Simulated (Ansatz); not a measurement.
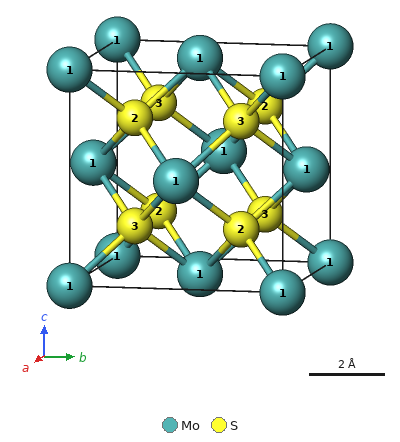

Fig. 1: The structure (ball-and-stick view of the cell 4 times as large as that of the calculation, set on its symmetry axes, seen slightly off an axis; atoms are numbered from 1 in the order of the input). An atom can appear more than once, as a periodic image. Near neighbours in the periodic cell (some may lie outside the picture): Mo has 8 S at 2.54 Å; S has 4 Mo at 2.54 Å.

Single-point calculation of MoS2

- system: MoS2 (3 atoms in the cell)
- method: DFT, LDA, plane waves, PAW, no spin polarisation (Ansatz 0.2.0)

The structure was built on a prototype by a generator. The geometry comes from this level: r2SCAN. It belongs to a series of runs on one base structure; here: drawn settings. Figures and captions count atoms from 1; the log counts them from 0 in places.

What the program printed
```
Engine: ansatz 0.2.0, aarch64-unknown-linux-gnu
Pseudopotentials: kind: paw
Pseudopotential: Mo, paw, valence charge 14, recommended cutoff 420 eV (normal), Mo.paw.azcp
Pseudopotential: S, paw, valence charge 6, recommended cutoff 420 eV (normal), S.paw.azcp
Functional definition: SPW92
  exchange = slater_x
  correlation = pw_c
Crystal: 3 atoms, lattice volume = 50.431 Å³
Basis set: ecut = 420 eV, 965 PW (Γ)
Bands: 17, of which v1, the nominal top of the filled ones, is band 13 counted from 1 (12 counted from 0)
Symmetry: 48 space group operations
Space group: Fm-3m (ITA 225), of the structure as read, at distance tolerance 3.7e-5 Å
k-points: 29 of 512
Non-local potential: Mo, projectors of the file, l = 0: 3, l = 1: 2, l = 2: 2, l = 3: 1
Non-local potential: S, projectors of the file, l = 0: 2, l = 1: 2, l = 2: 2
PAW form: soft (Blöchl's): semilocal exchange-correlation on the pseudo side does not see the compensation charge
PAW frozen core: Mo, regenerated for the run's functional, and the local potential with it (the file was generated under x = pbe(κ = 0.804, μ = 0.2195149727645171), c = pbe(β = 0.06672455060314922))
PAW frozen core: S, regenerated for the run's functional, and the local potential with it (the file was generated under x = pbe(κ = 0.804, μ = 0.2195149727645171), c = pbe(β = 0.06672455060314922))
PAW one-centre angular grid: Mo, 590 points (default); XC on 64 Gauss nodes
PAW one-centre angular grid: S, 110 points (default); XC on 64 Gauss nodes
Initial density: superposition of atomic densities (neutral atoms: chi_scale 0, normalization atom), corrected by the library's trained network
Initial wavefunctions: pseudopotential atomic-orbital guess
Functional: x = slater, c = lda
SCF iter   1: F=—  HF=-6582.745497 eV  |F-HF|=—  |Δ(HF+E_count)|=         —  Δρ=1.30e-2  dr2=1.13e-1  ethr=1.77e-3  ⟨swp⟩=6.0  Hψ=2715  notcnv=0
preconditioner: auto → LDOS  [metal: Δε(μ)=0.031 eV  Ē_g=7.668 eV  σ=0.020 eV  W_gap=0.36  n_scr=14 (ndim 8)  ℏωp=22.2 eV  f_vac=0.026  D(μ)=5.47/eV (n_scr^D=64)  β→1.0]
SCF iter   2: F=—  HF=-6582.733003 eV  |F-HF|=—  |Δ(HF+E_count)|=   1.25e-2  Δρ=4.85e-3  dr2=1.35e-2  ethr=4.34e-4  ⟨swp⟩=2.0  Hψ=795  notcnv=0
SCF iter   3: F=—  HF=-6582.731466 eV  |F-HF|=—  |Δ(HF+E_count)|=   1.54e-3  Δρ=1.49e-3  dr2=1.83e-3  ethr=5.21e-5  ⟨swp⟩=1.2  Hψ=500  notcnv=0
SCF iter   4: F=—  HF=-6582.731169 eV  |F-HF|=—  |Δ(HF+E_count)|=   2.98e-4  Δρ=3.40e-4  dr2=2.58e-5  ethr=7.05e-6  ⟨swp⟩=2.8  Hψ=909  notcnv=0
SCF iter   5: F=—  HF=-6582.731163 eV  |F-HF|=—  |Δ(HF+E_count)|=   5.65e-6  Δρ=6.81e-5  dr2=2.85e-6  ethr=9.93e-8  ⟨swp⟩=2.0  Hψ=863  notcnv=0
SCF iter   6: F=—  HF=-6582.731167 eV  |F-HF|=—  |Δ(HF+E_count)|=   4.48e-6  Δρ=1.36e-5  dr2=1.75e-7  ethr=1.10e-8  ⟨swp⟩=3.0  Hψ=909  notcnv=0
SCF iter   7: F=—  HF=-6582.731167 eV  |F-HF|=—  |Δ(HF+E_count)|=   2.59e-8  Δρ=1.99e-6  dr2=2.35e-9  ethr=6.73e-10  ⟨swp⟩=2.0  Hψ=554  notcnv=0
SCF iter   8: F=—  HF=-6582.731167 eV  |F-HF|=—  |Δ(HF+E_count)|=  4.18e-11  Δρ=2.18e-7  dr2=1.76e-11  ethr=9.04e-12  ⟨swp⟩=2.0  Hψ=699  notcnv=0
SCF iter   9: F=-6582.731167 eV  HF=-6582.731167 eV  |F-HF|=9.09e-13  |Δ(HF+E_count)|=  5.46e-12  Δρ=3.79e-8  dr2=7.97e-13  ethr=1.00e-12  ⟨swp⟩=2.3  Hψ=995  notcnv=0
SCF 1 converged in 9 iterations: F = -6582.731167 eV  dr2 = 7.97e-13
  greatest PAW one-centre occupation: 0.999 electrons in one spin orbital (limit 2), on the Mo atom at site 0 (counted from 0), in its partial waves of l = 0
NSCF: frozen V_eff on 29 k-points
output.optics: what the bands over the 60 summed would add to eps1, eps2 and the energy-loss function is held between a lower and an upper bound (11 Lanczos steps). eps1, eps2 and their loss function (loss_summed_bands) are given on every row as the summed bands alone make them. Along an axis, on a row where the two bounds hold the loss function to about 1 % of the greater of itself and 0.5 % of |1/eps|, its cell (loss_completed) is given, with the completed eps1 and eps2 that it is formed of (a cell that is left empty reads nan in the table and null in the record). The two bounds hold it so along every axis on all 561 rows up to 30.000 eV. Under auto the run first worked up to 34.791 eV and, since the loss function's greatest value, with its upper flank down to half of it, did not stand under that energy, then up to 39.413 eV. The run works to bound the rows up to 39.413 eV and no higher ones: a peak of the loss function over that energy may be left empty with no warning. To have the run work for it, set output.optics.bands.spectra_wanted_up_to to a higher energy. perfect_screening_sum, loss_f_sum_n_eff and, beside carriers, perfect_screening_limit are those of loss_summed_bands: over the bounded function the two sums would run over rows that are not all bounded, and lack what the bands left out lay past the top of the energy grid. Bounded is said of the bands left out alone, which are those that the basis at basis.ecutwfc holds: it says nothing of that cutoff, of the k-point mesh, of what the sum inside its cells errs by (eps2_relative_error), of the factors of all_electron_strengths, nor of how far the SCF is converged
SCF converged after 9 iterations
Free energy (F): -6582.731167 eV
Harris-Foulkes:  -6582.731167 eV  (|F-HF|=9.09e-13)
Internal energy: -6582.726079 eV  (E = F + TS)
E sigma→0 (E₀):  -6582.728623 eV
Entropy (-TS):   -0.005088 eV (-1.696 meV/atom)
Fermi energy:    11.771721 eV
--- Per-component energies (eV) ---
  E_band       = -124.972425
  E_kinetic    = 656.250127
  E_local      = -1393.473258  (includes V_loc(G=0)·N_el)
  E_nonlocal   = 207.567961
  E_hartree    = 483.587704
  E_xc         = -374.938369
  E_vxc        = -404.155780  (∫ρ·V_xc dr)
  E_paw        = -4226.944394  (= ΣΔE_a)
  E_vpaw       = -158.336904  (= ΣTr[D̂ρ^β])
  E_aug_tail   = 0.000044  (compensation charges beyond the density's cutoff)
  E_ewald      = -1935.555105
  E_core_change = 0.779211  (= ΣΔE_core)
  E_smearing   = -0.005088  (= −TS)
  E_closure    = 0.000000  (closes the sum)
  Σ components = -6582.731167   (vs F -6582.731167, Δ=0.00e0)
--- Band table (eV; the first three rows and the last of 29) ---
  k-point 0: bands = ["-49.1253", "-23.2695", "-23.2695", "-23.2695", "-3.5651", "1.0319", "5.7129", "5.7129", "5.7129", "10.7820", "10.7820", "11.2523", "11.2523", "11.2523", "15.9789", "15.9789", "15.9789"]
  k-point 1: bands = ["-49.1251", "-23.2754", "-23.2704", "-23.2704", "-3.4055", "0.6875", "5.8278", "5.8278", "6.2336", "10.0545", "10.0545", "10.7144", "11.8741", "11.8741", "14.6293", "15.4828", "15.4828"]
  k-point 2: bands = ["-49.1246", "-23.2897", "-23.2725", "-23.2725", "-2.9613", "-0.0231", "6.1284", "6.1284", "7.3409", "9.3327", "9.3327", "9.5506", "12.0280", "12.0280", "13.5107", "15.2990", "15.2990"]
  k-point 28: bands = ["-49.1233", "-23.2971", "-23.2971", "-23.2835", "-1.2965", "-1.2965", "5.2103", "5.3806", "8.0153", "8.0153", "9.3192", "11.6531", "12.2000", "12.3484", "13.7370", "13.7370", "15.7031"]
```

File optics_head.txt
```
# E[eV]	eps2_interband_xx	eps2_interband_yy	eps2_interband_zz	eps2_interband_xy	eps2_interband_xz	eps2_interband_yz	eps1_interband_xx	eps1_interband_yy	eps1_interband_zz	eps1_interband_xy	eps1_interband_xz	eps1_interband_yz	eps2_xx	eps2_yy	eps2_zz	eps2_xy	eps2_xz	eps2_yz	eps1_xx	eps1_yy	eps1_zz	eps1
# format = ansatz-optics/6
# intraband_term = drude
# n_periodic_directions = 3
# eps1_interband_at_0(xx yy zz xy xz yz) = 872.799305 872.799305 872.799305 0.000000 0.000000 -0.000000
# eps1_interband_at_0_completed(xx yy zz) = 872.810063 872.810063 872.810063
# k_sum = mesh_points (output.optics.kdotp_interpolation: off)
# f_sum_interband_n_eff(xx yy zz) = 21.003848 21.003848 21.003848
# f_sum_interband_n_eff_momentum_only(xx yy zz) = 22.054997 22.054997 22.054997
# fermi_ev = 11.771721
# fermi_mp_grid = 8 8 8
# fermi_mp_shift = 0 0 0
# occupation_method = fermi_dirac
# smearing_width_ev = 2e-2
# intraband_participation_number = 126.467647 of 512 mesh points
# intraband_mesh_spread = 2.297783
# drude_damping_ev = 2e-1
# drude_plasma_energy_squared_ev2(xx yy zz xy xz yz) = 21.507362 21.507362 21.507362 -0.000000 -0.000000 -0.000000
# drude_plasma_energy_ev(xx yy zz) = 4.637603 4.637603 4.637603
# intraband_mesh_error_estimate(xx yy zz lowest highest) = -0.205580 -0.205580 -0.205580 -0.205580 -0.205580
# f_sum_intraband_n_eff(xx yy zz) = 0.786630 0.786630 0.786630
# unresolved_interband_energy_squared_ev2(xx yy zz xy xz yz) = 0.134095 0.134095 0.134095 0.000000 0.000000 0.000000
# f_sum_unresolved_interband_n_eff(xx yy zz) = 0.004905 0.004905 0.004905
# f_sum_n_eff(xx yy zz) = 21.795383 21.795383 21.795383 of n_electrons = 26.000000
# loss_f_sum_n_eff(xx yy zz) = 21.794401 21.794401 21.794401
# perfect_screening_sum(xx yy zz) = 0.999999 0.999999 0.999999
# perfect_screening_sum_on_rows(xx yy zz) = 1.000877 1.000877 1.000877
# perfect_screening_limit(xx yy zz) = 1.000000 1.000000 1.000000
# the maxima of the summed bands' own loss function (the loss_summed_bands columns) are measured between the rows too: peak_sampling_summed_bands says what part of their heights the rows count for, and missed_extrema_summed_bands lists those of which they count for under four fifths, the half width
# peak_sampling_summed_bands_xx(least_part_sampled least_sampled_at_ev n_extrema n_missed) = 9.587576e-1 2.374656759108657 83 0
# peak_sampling_summed_bands_yy(least_part_sampled least_sampled_at_ev n_extrema n_missed) = 9.587576e-1 2.3746567591086576 83 0
# peak_sampling_summed_bands_zz(least_part_sampled least_sampled_at_ev n_extrema n_missed) = 9.587576e-1 2.374656759108657 83 0
# peak_sampling_completed and missed_extrema_completed say the same of the loss function that is bounded in the bands left out (the loss_completed columns), of its maxima between two points that are bounded alone
# peak_sampling_completed_xx(least_part_sampled least_sampled_at_ev n_extrema n_missed) = 9.590947e-1 2.3745488916761457 83 0
# peak_sampling_completed_yy(least_part_sampled least_sampled_at_ev n_extrema n_missed) = 9.590947e-1 2.374548891676146 83 0
# peak_sampling_completed_zz(least_part_sampled least_sampled_at_ev n_extrema n_missed) = 9.590947e-1 2.3745488916761452 83 0
# n_bands = 60
# n_bands_set_by = photon_energy
# the loss_summed_bands columns' heights are not shown to be converged in n_bands (drawn for output.optics.bands)
# valid_up_to_ev = 41.007722
# evaluated_top_ev = 106.450000
# all_electron_strengths = true
# band_completion = completed
# the eps1, eps2 and loss_summed_bands columns, and eps_inf_summed_bands or eps1_interband_at_0, are the summed bands' own on every row. eps_inf is eps_inf_completed where that is given along all three axes. loss_summed_bands is the loss function of that eps1 and eps2 (beside carriers the total's).
# response = whole
# tolerance = 0.01
# method = lanczos_chains
# lanczos_steps = 11
# chains_run = together
# ended_by = wanted_rows_settled
# boundable_up_to_ev = 40.584138
# wanted_up_to_ev = 39.412500
# the run works to bound the rows up to wanted_up_to_ev and no higher ones, so that a peak of the completed columns over that energy may read nan with no warning: a higher spectra_wanted_up_to under output.optics.bands (a deck at auto types it in the place of auto) has the run work for it too
# bound_at_0(xx yy zz) = bounded bounded bounded
# rows_by_bound_xx(bounded bounds_too_wide limited_by_band_error limited_by_mesh_spread above_boundable_range not_finite) = 561 0 0 0 0 0
# rows_by_bound_yy(bounded bounds_too_wide limited_by_band_error limited_by_mesh_spread above_boundable_range not_finite) = 561 0 0 0 0 0
# rows_by_bound_zz(bounded bounds_too_wide limited_by_band_error limited_by_mesh_spread above_boundable_range not_finite) = 561 0 0 0 0 0
# bounded_ranges_ev_xx = 2.000000-30.000000
# bounded_ranges_ev_yy = 2.000000-30.000000
# bounded_ranges_ev_zz = 2.000000-30.000000
```

This output came from the following input.

Input
```yaml
crystal:
  lattice:
    - [0.0, 2.9323968553, 2.9323968553]
    - [2.9323968553, 0.0, 2.9323968553]
    - [2.9323968553, 2.9323968553, 0.0]
  atoms:
    - { symbol: Mo, position: [0.0, 0.0, 0.0] }
    - { symbol: S, position: [0.25, 0.25, 0.25] }
    - { symbol: S, position: [0.75, 0.75, 0.75] }
kpoints:
  mp_grid: { grid: [8, 8, 8] }
hamiltonian:
  xc: lda
scf:
  occupations: { method: fermi_dirac, width: 0.02 }
output:
  optics:
    e_range: [2, 30]
    de: 0.05
    sigma: 0.05
    scissors: 0
    scheme: fermi_dirac
    drude_damping: 0.2
    bands: auto
    kdotp_interpolation: "off"
```

Command:
```bash
ansatz run input.yaml --threads 4 --pin off --max-ram 3686MiB --backend cpu --events-out ev --progress --plain --runs-dir out
```

Results in brief

```tsv
quantity	value
outcome	converged
space group (tolerance 0.01 Å)	Fm-3m (225)
electrons treated	26
free energy	−6582.7312 eV
Fermi energy	11.772 eV
band gap	none (metallic)
hardware	4 threads of Arm Neoverse V2, 24 GiB of memory available, shared host
wall time	10 s (CPU time 38 s)
peak memory	0.4 GiB
```

Remarks

Settings chosen away from the usual ones: drawn settings. The program warns: the optical spectrum is taken on partly filled bands.
